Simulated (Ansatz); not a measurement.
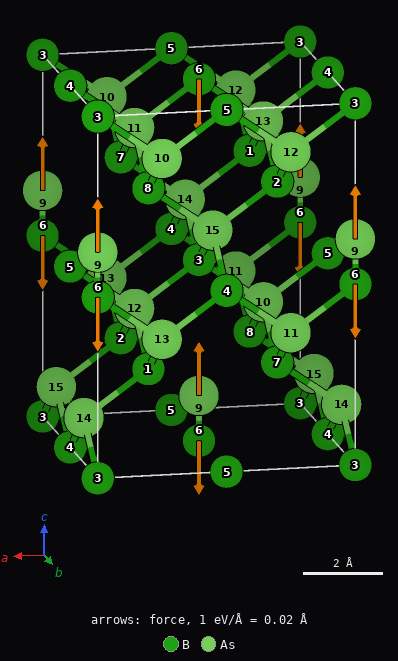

Starting geometry of a defect cell of composition B8As7 (cell charge +3) (started half-way along a vacancy jump, in the symmetry of that start) with the computed forces as orange arrows. The picture is a ball-and-stick view of the conventional cell (2 times the calculation's cell) (origin shifted), seen from a free direction. Lengths and directions refer to the drawn axes.

These are results of DFT PBEsol, scalar-relativistic, plane waves, PAW in Ansatz, not measurements. Set-up: plane-wave cutoff 420 eV; k-point mesh 4 × 4 × 4; occupations gaussian; smearing width 0.05 eV; no spin polarisation; atoms relaxed in a fixed cell; force threshold 0.02 eV/Å; at most 60 steps.

Is this structure relaxed? If not, where do the atoms go?

It isn't relaxed: the largest force vector, on B atoms, is 73.66 eV/Å. The final displacements follow the starting forces only in part (cosine between the two patterns 0.62). Over 5 accepted moves (6 points after the start) the energy falls by 17.776 eV per cell of the calculation. Largest force component: 74 eV/Å at the start, 0.013 eV/Å at the end. The line search rejected the trial step at point 4 of the run. The atom that moves furthest is B6 (0.54 Å along −c). Largest moves by element: B 0.54 Å, As 0.30 Å. The lattice vectors keep their values. Near-neighbour distances that change, for instance: B6–As9 1.192 → 1.997 Å, As9–As11 2.920 → 3.443 Å, As11–As13 3.371 → 3.059 Å, B5–As10 2.065 → 1.962 Å. Bond angles that change, for instance: B7–As11–B8 109.5° → 127.6°, As11–B6–As13 109.5° → 127.3°, B7–As10–B8 109.5° → 94.2°.

Limits of the set-up: the periodic images lie only 6.7 Å apart, so the values are limited by the cell's size; the cell is charged, on a uniform background, and energies carry no finite-size correction.
